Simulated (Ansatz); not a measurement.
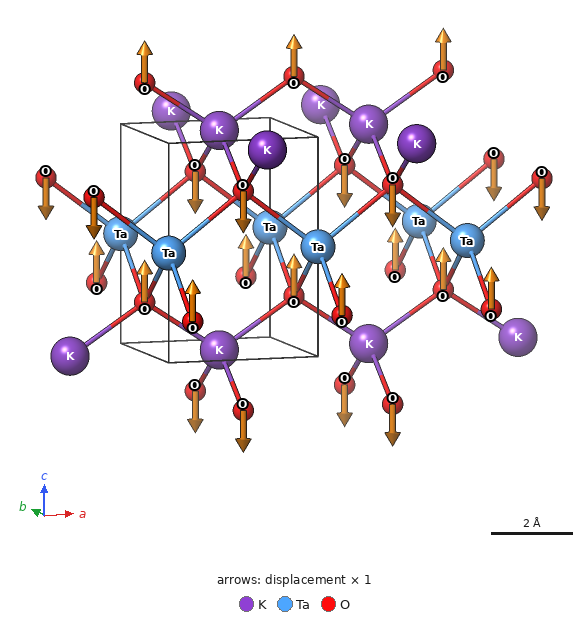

A relaxation of solid KTaO$_{2}$ (a generated structure, set up in P-4m2) (coarse preliminary run). The starting structure is drawn; orange arrows show the displacements (the part carried along by the change of the cell is left out), at their true length.

Style: ball-and-stick. Shown: the cell of the calculation, repeated 2 × 1 × 1 with one cell outlined, slightly off an axis.

The calculation used DFT PBE, scalar-relativistic, plane waves, PAW (Ansatz 0.2.0). Set-up: plane-wave cutoff 420 eV; k-point mesh 4 × 4 × 4; occupations gaussian; smearing width 0.1 eV; collinear spin; cell and atoms relaxed; force threshold 0.04 eV/Å; at most 70 steps.

Atoms of which element are displaced furthest, and by how much?

Answer. Oxygen: up to 1.07 Å, against 0.00 Å for tantalum.

What happened in the run?

Answer. After 8 accepted moves (10 points after the start) the energy has fallen by 1578 meV per atom. Largest force component: 5.1 eV/Å at the start, 0.0064 eV/Å at the end. The pressure goes from −11.69 to −0.02 GPa. The SCF was repeated twice at an unchanged geometry on a basis and grid sized afresh for the cell, which shifted the energy by 0.9 meV per atom at most. The largest moves relative to the cell, 1.07 Å, are those of O atoms. Ta and K stay in place. Cell: a = b 3.881 → 3.832 Å (−1.3 %), c 5.476 → 5.397 Å (−1.4 %). Volume −3.9 %. Near-neighbour distances that change, for instance: K–O 2.318 → 3.006 Å, O–Ta 2.434 → 1.954 Å. Bond angles that change, for instance: O–Ta–O 105.7° → 157.4°, Ta–O–Ta 105.7° → 157.4°, O–K–O 113.7° → 79.2°. The space group stays P-4m2 (No. 115). The program noted that the starting moments weren't kept. The run may lie on a higher electronic state than the lowest, so the end point isn't shown to be the ground-state structure. The run took 3.6 min on 1 thread of Intel(R) Xeon(R) Processor @ 2.50GHz (Skylake/Cascade Lake) (shared host), peak memory 0.49 GiB.
